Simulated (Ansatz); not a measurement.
Run report: CuO2, single-point calculation (part 3 of 3)

Continued. System: CuO2 (Cmcm, 6 atoms in the cell). Method: DFT r2SCAN+U, scalar-relativistic, plane waves, PAW, Ueff = 4 eV on Cu d, spin-polarised (Ansatz 0.2.0); cutoff 500 eV, 14×14×8 k-mesh, Gaussian smearing of 0.1 eV, collinear spins. The structure derives from a Materials Project entry. It belongs to a series of runs on one base structure; here: small parallel starting moments.

Geometry of the input (Å; fractional positions):
```
1.4126  -5.2107  0.0000
1.4126  5.2107  0.0000
0.0000  0.0000  4.3434
Cu 0.8327  0.1673  0.2500
Cu 0.1673  0.8327  0.7500
O  0.4485  0.5515  0.2500
O  0.5515  0.4485  0.7500
O  0.2110  0.7890  0.2500
O  0.7890  0.2110  0.7500
```

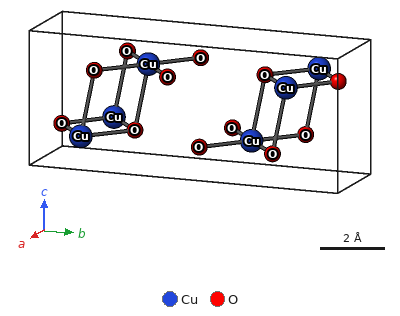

Fig. 1: The structure as given in the input (ball-and-stick view of the cell 2 times as large as that of the calculation, set on its symmetry axes, seen slightly off an axis). An atom can appear more than once, as a periodic image.

```
this state was not tested for a lower state beside it, because the mixer in use, unlike msr1, does not test its closes by its own steps (another_mixer; see scf.mixing.algorithm and scf.lower_state_search)
SCF converged after 45 iterations
Magnetization: 2.0000 μB (32.0000 up, 30.0000 down)
Absolute magnetization: 2.5671 μB (∫|ρ↑−ρ↓|, with the PAW one-centre terms)
Spin contamination: 0.1257 ħ² per cell (⟨S²⟩ above its minimum at these occupations)
Per-site moments (μB) at R_I (Å): [(0.0009475302963415812, 0.7663001259711121), (0.0009475302963416207, 0.7663001259711121), (0.5805504025875143, 0.7663001259711121), (0.5805504025875142, 0.7663001259711121), (0.3607227983264969, 0.7831532600912476), (0.36072279832649706, 0.7831532600912476)]
Free energy (F): -15524.445606 eV
Harris-Foulkes:  -15524.445606 eV  (|F-HF|=6.09e-8)
Internal energy: -15524.438342 eV  (E = F + TS)
E sigma→0 (E₀):  -15524.441974 eV
Entropy (-TS):   -0.007265 eV (-1.211 meV/atom)
Fermi energy:    6.868989 eV
--- Per-component energies (eV) ---
  E_band       = -1207.490677
  E_kinetic    = 1279.096391
  E_local      = -12267.394161  (includes V_loc(G=0)·N_el)
  E_nonlocal   = 960.767862
  E_hartree    = 5275.243702
  E_xc         = -455.033616
  E_vxc        = -663.321763  (∫ρ·V_xc dr)
  E_hubbard    = 2.405018  (on-site DFT+U / exact-exchange correction)
  E_vhub       = -31.777908  (the Hubbard potential's part of the band-sum identity)
  E_paw        = -3968.845479  (= ΣΔE_a)
  E_vpaw       = -1080.100123  (= ΣTr[D̂ρ^β])
  E_aug_tail   = 0.004143  (compensation charges beyond the density's cutoff)
  E_vtau       = 44.753026  (kinetic-family band-sum trace: ∫τ·v_τ [+ j·A + Jᵃ·Aᵃ] dr)
  E_ewald      = -6349.952223
  E_core_change = -0.729980  (= ΣΔE_core)
  E_smearing   = -0.007265  (= −TS)
  E_closure    = 0.000000  (closes the sum)
  Σ components = -15524.445606   (vs F -15524.445606, Δ=0.00e0)
--- Forces (eV/Å), atoms counted from 1 ---
  atom   1  Cu     0.00000000     0.12685383     0.00000000
  atom   2  Cu     0.00000000    -0.12685383    -0.00000000
  atom   3  O      0.00000000     0.08013860     0.00000000
  atom   4  O      0.00000000    -0.08013860     0.00000000
  atom   5  O      0.00000000    -0.61097108    -0.00000000
  atom   6  O      0.00000000     0.61097108     0.00000000
  max |Σ_I F_I| component: 0.00e0 eV/Å
--- Stress (GPa, compression-positive) ---
       -8.368453       0.000000      -0.000000
        0.000000      -5.720762      -0.000000
       -0.000000      -0.000000      -0.443775
  P = ⅓ Tr σ = -4.8443 GPa (-48.443 kbar)
--- Band table (eV; the first three rows and the last of 570) ---
  k-point 0 ↑: bands = ["-109.8396", "-109.8396", "-65.8631", "-65.8618", "-65.7829", "-65.7805", "-65.2324", "-65.2285", "-13.6482", "-12.3865", "-12.2251", "-11.5446", "-0.3097", "-0.2107", "0.2562", "1.3943", "1.4887", "1.5375", "2.1043", "2.1811", "2.3715", "2.5762", "3.0246", "3.7098", "4.3323", "4.7631", "4.7979", "4.9252", "4.9529", "5.3883", "5.5980", "5.7966", "8.1732", "8.4178", "13.5266", "18.1640", "18.6876", "19.3019"]
  k-point 1 ↑: bands = ["-109.8396", "-109.8396", "-65.8630", "-65.8618", "-65.7828", "-65.7806", "-65.2323", "-65.2286", "-13.6024", "-12.4378", "-12.1972", "-11.5674", "-0.3509", "-0.2275", "0.2922", "1.3904", "1.4782", "1.5909", "2.0448", "2.1389", "2.3794", "2.5681", "3.0825", "3.7265", "4.2028", "4.3661", "4.8895", "4.9385", "5.0982", "5.5039", "5.7850", "5.8136", "8.1837", "8.4089", "13.7269", "18.0636", "18.2726", "19.2822"]
  k-point 2 ↑: bands = ["-109.8397", "-109.8397", "-65.8629", "-65.8620", "-65.7826", "-65.7809", "-65.2318", "-65.2291", "-13.4712", "-12.5819", "-12.1182", "-11.6337", "-0.4146", "-0.2727", "0.3883", "1.3832", "1.4512", "1.7135", "1.7769", "2.0649", "2.4018", "2.5454", "3.2409", "3.7584", "3.7677", "4.4574", "4.8846", "4.8938", "5.1290", "5.4978", "5.8807", "6.2407", "8.2127", "8.3835", "14.2861", "17.6706", "17.8494", "18.8112"]
  k-point 284 ↓: bands = ["-109.8608", "-109.8608", "-66.0255", "-66.0255", "-65.9954", "-65.9954", "-64.8917", "-64.8917", "-11.9859", "-11.9859", "-10.8877", "-10.8877", "0.4246", "0.4246", "0.8754", "0.8754", "1.3777", "1.3777", "2.4986", "2.4986", "2.5609", "2.5609", "4.0046", "4.0046", "4.7646", "4.7646", "5.2095", "5.2095", "7.1060", "7.1060", "7.4534", "7.4534", "8.3976", "8.3976", "17.4667", "17.4667", "17.7538", "17.7538"]
Occupation matrices written to [file]
--- Löwdin populations: 6 sites ---
  site symbol       q [e]    m [muB]
     0     Cu     17.6482    -0.0523
     1     Cu     17.6482    -0.0523
     2      O      6.4944     0.6633
     3      O      6.4944     0.6633
     4      O      6.7078     0.4048
     5      O      6.7078     0.4048
  spilling = 0.004823 (of n_electrons = 62.000000)
```

**File populations.tsv**
```
# site	symbol	l	j	q_up	q_dn
# orbitals = lowdin
# n_electrons = 62.000000
# spilling = 0.004823
# projection_atom_Cu: [Ne] 3s2 3p6 3d10 4s1
# projection_atom_O: [He] 2s2 2p4
0	Cu	0_3S	-	0.998533	0.998508
0	Cu	0_4S	-	0.233052	0.256399
0	Cu	1_3P	-	2.999264	2.999131
0	Cu	2_3D	-	4.567092	4.596253
1	Cu	0_3S	-	0.998533	0.998508
1	Cu	0_4S	-	0.233052	0.256399
1	Cu	1_3P	-	2.999264	2.999131
1	Cu	2_3D	-	4.567092	4.596253
2	O	0_2S	-	0.953032	0.948013
2	O	1_2P	-	2.625848	1.967533
3	O	0_2S	-	0.953032	0.948013
3	O	1_2P	-	2.625848	1.967533
4	O	0_2S	-	0.946514	0.946173
4	O	1_2P	-	2.609822	2.205322
5	O	0_2S	-	0.946514	0.946173
5	O	1_2P	-	2.609822	2.205322
```

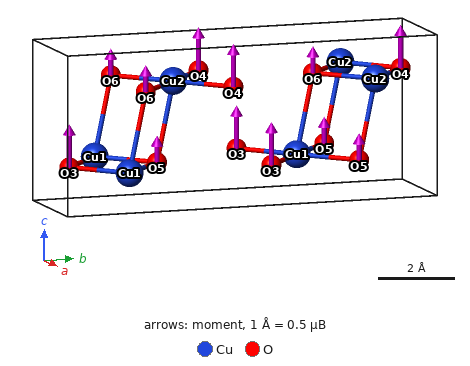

Fig. 2: Magnetic moments of the sites as pink arrows (ball-and-stick view of the cell 2 times as large as that of the calculation, set on its symmetry axes, seen slightly off an axis; atoms are numbered from 1 in the order of the input); small moments hardly show. The run is collinear, so the axis drawn is arbitrary. Site moments: O3, O4 (0.58 μB); O5, O6 (0.36 μB). They are counted near the atoms and needn't add up to the moment of the cell.

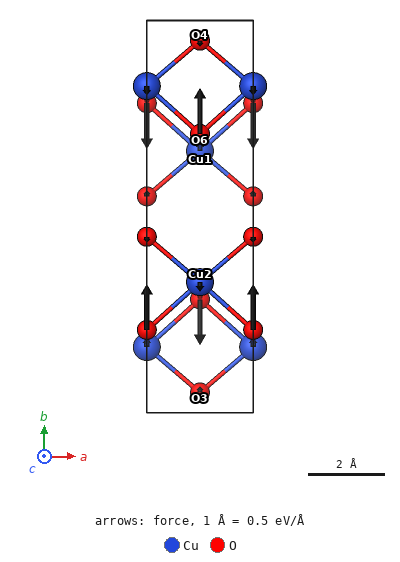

Fig. 3: Forces on the atoms as black arrows (ball-and-stick view of the cell 2 times as large as that of the calculation, set on its symmetry axes, along the c axis; atoms are numbered from 1 in the order of the input). The largest act on O5, O6 (0.61 eV/Å). The geometry is not a stationary point of this energy.

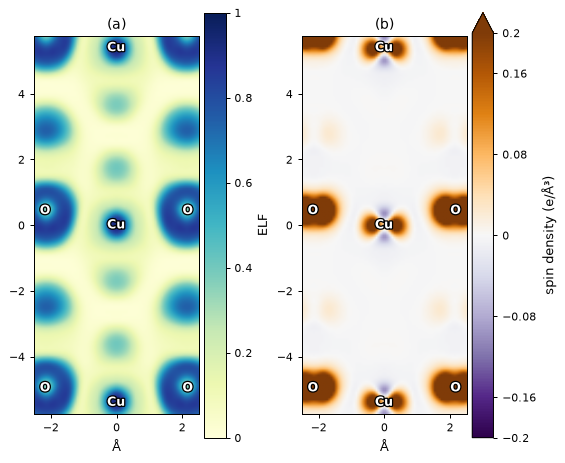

Fig. 4: (a) ELF; (b) spin density on the (110) plane of the conventional cell. The section cuts through Cu and O sites. The strong features right at Cu lie inside the PAW spheres (semicore, d or f shells) and say nothing about bonding. The cell of the calculation (6 atoms) carries 2.0 μB net. In a PAW calculation such maps are meaningful between the atoms, not at the nuclei.

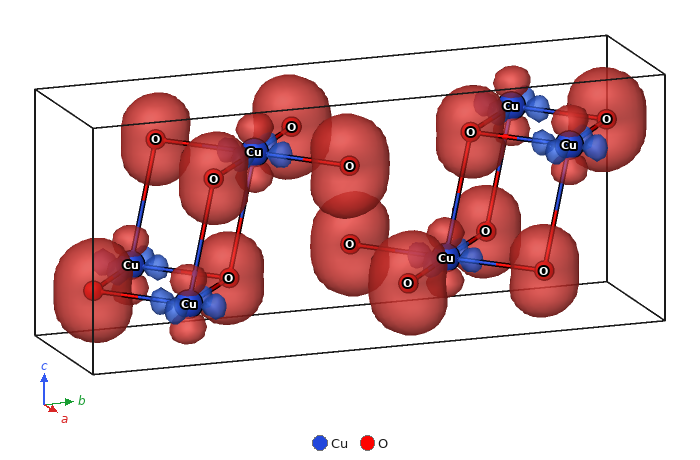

Fig. 5: Isosurfaces of the spin density (up minus down) at +0.08 (red) and −0.08 e/Å³ (blue), seen slightly off an axis. Sticks mark near contacts. The outline is the cell set on symmetry axes. The cell of the calculation (6 atoms) carries 2.0 μB net.

**Summary**

```json
{"quantity": "outcome", "value": "converged"}
{"quantity": "space group (tolerance 0.01 Å)", "value": "Cmcm (63)"}
{"quantity": "electrons treated", "value": "62"}
{"quantity": "free energy", "value": "−15524.4456 eV"}
{"quantity": "Fermi energy", "value": "6.869 eV"}
{"quantity": "gap on the k-point mesh", "value": "none (metallic)"}
{"quantity": "net moment of the cell", "value": "2.00 μB"}
{"quantity": "integrated absolute moment", "value": "2.57 μB"}
{"quantity": "pressure", "value": "−4.84 GPa"}
{"quantity": "largest force (length of the vector)", "value": "0.611 eV/Å"}
{"quantity": "wall time", "value": "4.9 min"}
{"quantity": "peak memory", "value": "2 GiB"}
```

**Remarks**

The electronic state found may not be the lowest one. The program warns: the hold on the spins was released; the state was not tested for a lower one.
